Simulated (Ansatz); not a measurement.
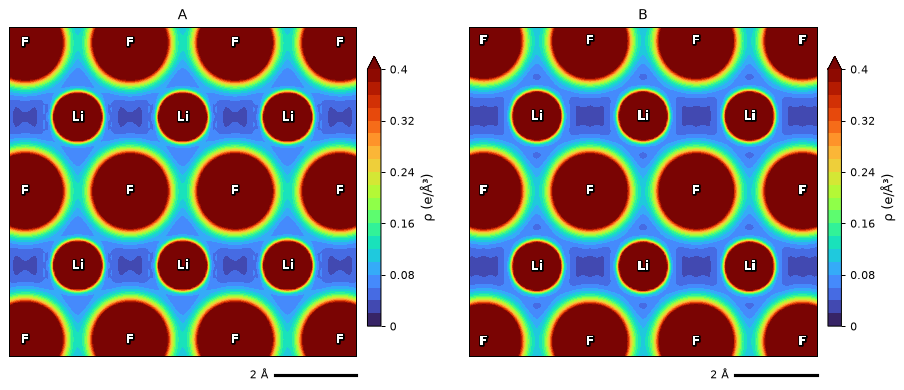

LiF. The valence electron density of two cells that differ in size, on the (011̄) plane of each (indices in the axes of the calculation cell), at one length scale and on one colour scale; one has 8.6 and the other 8.9 Å³ an atom.

These are results of Ansatz 0.2.0, Kohn-Sham DFT of a periodic cell, PBE, Ansatz PAW, not measurements.

The larger cell:

```
F Li
1.0
     2.60973    0.00000    0.00000
     0.00000    2.60973    0.00000
     0.00000    0.00000    2.60973
F Li
1 1
Direct
  0.50000 0.50000 0.50000
  0.00000 0.00000 0.00000
```

The smaller cell: a = 2.576 Å, b = 2.576 Å, c = 2.576 Å, α = 90.00°, β = 90.00°, γ = 90.00°.

> Which is the denser cell? Describe the effect of the change.

Panel A is the smaller cell, by 4 % in volume. From the larger cell to the smaller, Li–F goes from 2.26 to 2.23 Å, and the density at its midpoint from 0.15 to 0.16 e/Å³; the pressure goes from −3.4 to −1.2 GPa; the Kohn–Sham gap goes from 7.1 eV to 7.3 eV.
